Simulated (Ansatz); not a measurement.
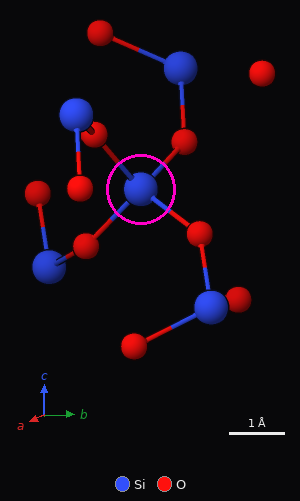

Perfect SiO2. Style: ball-and-stick. Shown: the atoms within 3.8 Å of one point, slightly off an axis.

The calculation used DFT, PBEsol, PAW, plane waves in Ansatz 0.2.0. Set-up: plane-wave cutoff 420 eV; k-point mesh 1 × 1 × 1; mesh shifted by (0.25, 0.25, 0.25); no spin polarisation. Fermi-Dirac smearing of 0.01 eV. The axes drawn are those of the host's conventional cell.

A silicon atom is taken out (a vacancy) at the ringed place, in charge state 0. The supercell has 72 sites, and the atoms are relaxed at the host's cell.

Question: How do the neighbours respond?

Answer: Around the empty Si site the host had 4 O at 1.62 Å; after relaxation the nearest atoms are 2 O at 1.28 to 1.31 Å. Of the host's atoms, an oxygen atom moves furthest from its site, by 0.90 Å.

The relaxed defect, seen from the same direction:

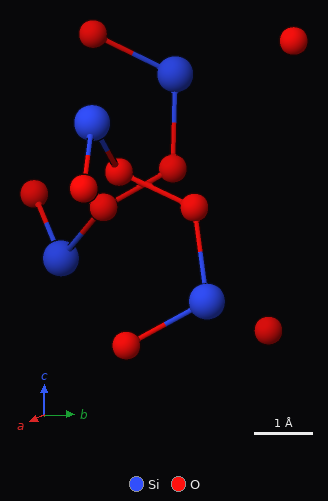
